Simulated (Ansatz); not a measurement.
# O: what the fields show

Input

```
crystal:
  lattice:
    - [0.0, 1.5424671186, 3.6542154232]
    - [1.5325093703, 0.0, 3.6542154232]
    - [1.5325093703, 1.5424671186, 0.0]
  atoms:
    - { symbol: O, position: [0.0808467867, 0.0808467867, 0.9191532133] }
    - { symbol: O, position: [0.9191532133, 0.9191532133, 0.0808467867] }
basis:
  ecutwfc: 520.0
kpoints:
  mp_grid: { grid: [22, 22, 22] }
hamiltonian:
  xc: lda
scf:
  occupations: { method: gaussian, width: 0.15 }
output:
  forces: true
  stress: true
  eigenvalues: true
  write_density: true
  write_potential: true
  elf: true
  volumetric_format: npy
```

Run with:

```sh
ansatz run input.yaml --threads 1 --pin off --max-ram 2048MiB --backend cpu --events-out ev --progress --plain --runs-dir out
```

Below, planes, directions and counts refer to the conventional cell (a = 3.07 Å, b = 3.08 Å, c = 7.31 Å, α = 90.00°, β = 90.00°, γ = 90.00°).

Space group Fmmm; not relaxed (largest force 0.8 eV/Å); computed pressure about 14 GPa in this cell.

The calculation used DFT LDA, scalar-relativistic, plane waves, PAW (Ansatz 0.2.0).

The density is the valence pseudo-density of a PAW calculation; it isn't the true density close to the nuclei.

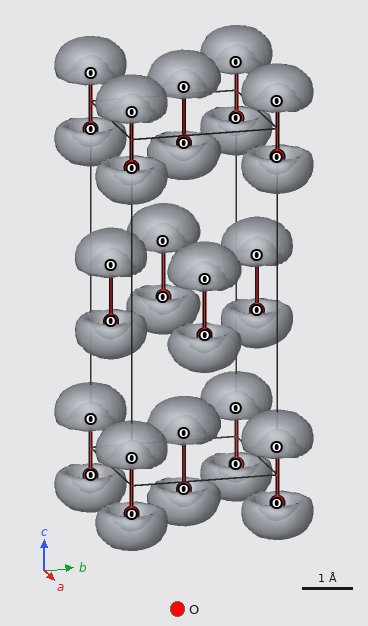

Figure 1. Isosurface of the ELF at 0.8 (grey), seen slightly off an axis. Only the valence region is drawn (cores and ρ < 0.01 e/Å³ removed). Sticks mark near contacts.

Question: Describe the localisation domains.

Answer: At this value the surface marks out eight lobes on O, pointing away from the bonds (lone pairs, which may merge into one lobe), counted in one cell of 8 atoms. Any copies at cell faces, edges or corners count once. Profiles from the grid: O–O (1.18 Å): the ELF peaks at about 0.75 between the atoms.

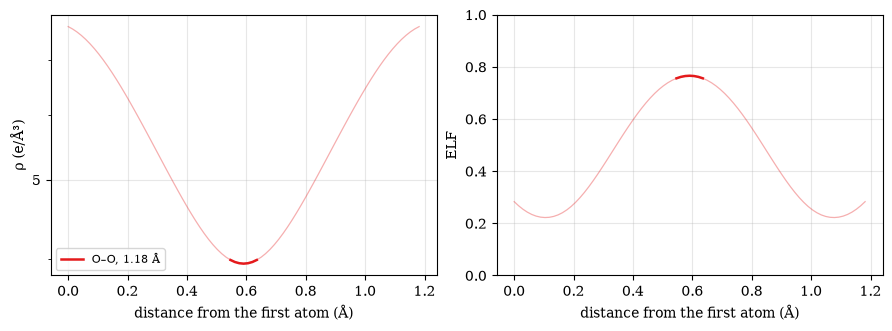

Figure 2. Valence charge density (pseudo) and electron localisation function along straight lines between neighbouring atoms. Thin, pale parts lie inside the atomic spheres.

Question: What can be read from the curves?

Answer: O–O (1.18 Å): the density is about 3.9 e/Å³ at the midpoint; the ELF peaks at about 0.75 between the atoms.

Question: Does the calculation give a band gap?

Answer: It is metallic or semimetallic at this level of theory: no gap opens.
